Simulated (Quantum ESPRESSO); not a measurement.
**Energy of Ge along an even scaling of the cell**

System: Ge (Cmcm, 2 atoms in the cell).
Method: Kohn-Sham DFT of a periodic cell, r2SCAN, SG15 PBE 1.2, no spin polarisation (Quantum ESPRESSO 7.5).

The 7 runs differ only in the geometry, by an even scaling of the cell at fixed fractional positions. The structure derives from a Materials Project entry.

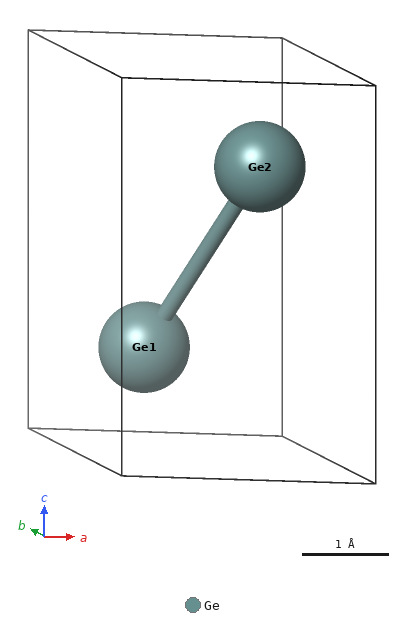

Figure 1. The structure of run 4 (ball-and-stick view of the cell of the calculation, seen slightly off an axis; atoms are numbered from 1 in the order of the input). An atom can appear more than once, as a periodic image.

### Input of run 4
```
&CONTROL
  calculation = 'scf'
  prefix = 'pwscf'
  outdir = './tmp'
  pseudo_dir = './pseudo'
  tstress = .true.
  disk_io = 'nowf'
/
&SYSTEM
  ibrav = 0
  nat = 2
  ntyp = 1
  ecutwfc = 70
  nbnd = 21
  input_dft = 'r2scan'
  occupations = 'smearing'
  smearing = 'fd'
  degauss = 0.00367493
  nosym = .true.
  nr1 = 32
  nr2 = 32
  nr3 = 60
/
&ELECTRONS
  conv_thr = 1d-08
  electron_maxstep = 120
  mixing_beta = 0.5
/
ATOMIC_SPECIES
Ge    72.6300 Ge_ONCV_PBE-1.2.upf
CELL_PARAMETERS angstrom
   1.4880529250   -2.5946896100    0.0000000000
   1.4880529250    2.5946896100    0.0000000000
   0.0000000000    0.0000000000    4.7275957900
ATOMIC_POSITIONS crystal
Ge     0.3334466300    0.6665533700    0.2500000000
Ge     0.6665533700    0.3334466300    0.7500000000
K_POINTS automatic
7 7 4 0 0 0
```

Command:
```bash
OMP_NUM_THREADS=1 mpirun -n 2 pw.x -nk 2 -in pw.in > pw.out
```

Lattice vectors (Å) and fractional positions of run 4:
```
   1.488053   -2.594690    0.000000
   1.488053    2.594690    0.000000
   0.000000    0.000000    4.727596
Ge  0.333447  0.666553  0.250000
Ge  0.666553  0.333447  0.750000
```

Run 3 differs from it as follows:
```diff
-   1.4880529250   -2.5946896100    0.0000000000
-   1.4880529250    2.5946896100    0.0000000000
-   0.0000000000    0.0000000000    4.7275957900
+   1.4780656917   -2.5772750611    0.0000000000
+   1.4780656917    2.5772750611    0.0000000000
+   0.0000000000    0.0000000000    4.6958660032
```

### Results, with one run withheld

| run | volume per atom (Å³) | free energy per atom, from the lowest run given (meV) | pressure (GPa) |
| --- | --- | --- | --- |
| 1 | 17.158 | 28.32 | 6.80 |
| 2 | 17.523 | 15.08 | 4.80 |
| 3 | 17.888 | ? | ? |
| 4 | 18.253 | 1.32 | 1.31 |
| 5 | 18.618 | 0.00 | −0.16 |
| 6 | 18.984 | 1.89 | −1.51 |
| 7 | 19.349 | 6.65 | −2.70 |

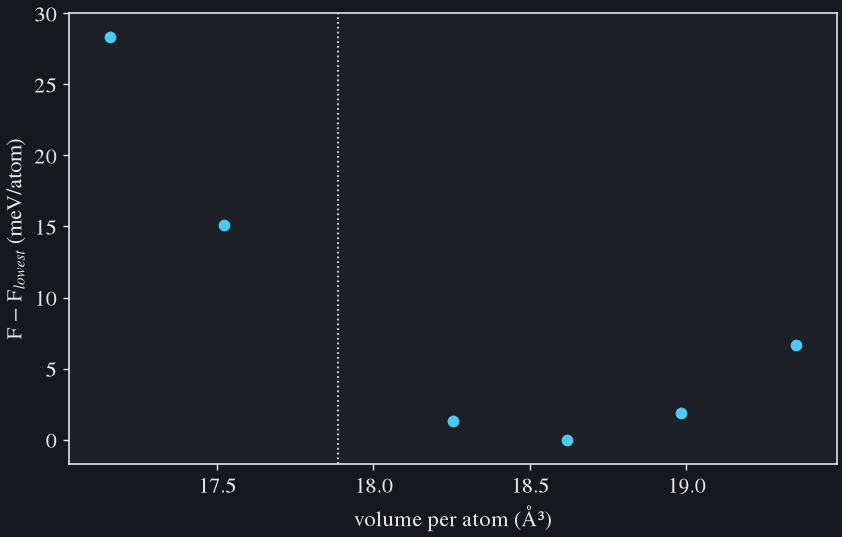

Figure 2. Free energy per atom of the runs given; the dotted line marks run 3.

Fit the runs given and predict run 3.

A cubic polynomial in V^(−2/3) (the Birch–Murnaghan form), fitted to the 6 runs given, misses them by at most 0.01 meV per atom. With x = V^(−2/3) − 0.14407 Å⁻², it reads F = 1.0618 + 1419.4 x + 4.6705e+05 x² + 5.4063e+05 x³ (meV per atom). At run 3 it gives 6.22 meV per atom, and the run itself gives 6.22. The slope of the fit gives a pressure −dF/dV of 2.99 GPa there, and the run prints 2.97 GPa. The fit has its minimum at 18.581 Å³ per atom, where V d²F/dV² gives 72.4 GPa. Cell shape and fractional positions are held, so this is the stiffness under even scaling; the relaxed bulk modulus wasn't computed.

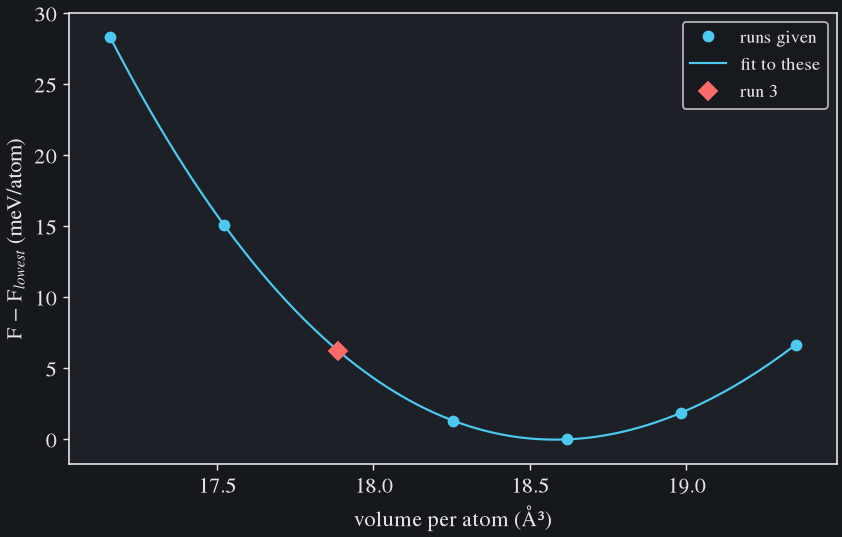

Figure 3. The fit and the withheld run.

### Some lines of the output (run 3)
```
[...]
     total energy              =    -281.25601104 Ry
     total energy              =    -281.27051001 Ry
     total energy              =    -281.27147455 Ry
     total energy              =    -281.27180601 Ry
     total energy              =    -281.27183637 Ry
     total energy              =    -281.27183712 Ry
     total energy              =    -281.27183740 Ry
     total energy              =    -281.27183743 Ry
     total energy              =    -281.27183744 Ry
     the Fermi energy is    14.7130 ev
!    total energy              =    -281.27183744 Ry
     The total energy is F=E-TS. E is the sum of the following terms:
     Computing stress (Cartesian axis) and pressure
          total   stress  (Ry/bohr**3)                   (kbar)     P=       29.68
```

Notes: Further notes kept with the run: potentials made for another functional. Points of doubt noted for this run: coarse mesh; potentials made for another functional.
